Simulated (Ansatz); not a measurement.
W₁₇S₃₂ (cell with a defect), 49 atoms, a = 12.64 Å, b = 12.64 Å, c = 16.94 Å, α = 90.00°, β = 90.00°, γ = 120.00°.

The SCF solution may not be the lowest one.

Theory: DFT PBE+D3(BJ), scalar-relativistic, plane waves, PAW (Ansatz).

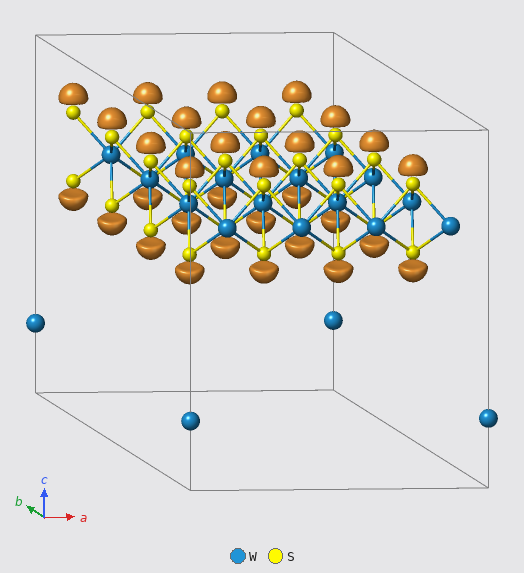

W₁₇S₃₂ (cell with a defect). Isosurface of the ELF at 0.9 (orange), seen at an oblique angle. Core shells and regions of very low density are left out. Sticks mark near contacts.

Core electrons are frozen (PAW), and the valence fields are smoothed inside the atomic spheres.

What do the ELF domains correspond to?

At this value the surface marks out 32 lobes on S, pointing away from the bonds (lone pairs), counted in one cell of 49 atoms. Counts are for one cell; the picture repeats the cell along the surface. Along the contacts the grid gives the following. W–S (2.41 Å): the ELF peaks at about 0.85 in the valence shell of S, 0.8 Å from its nucleus, and is about 0.50 at the midpoint.
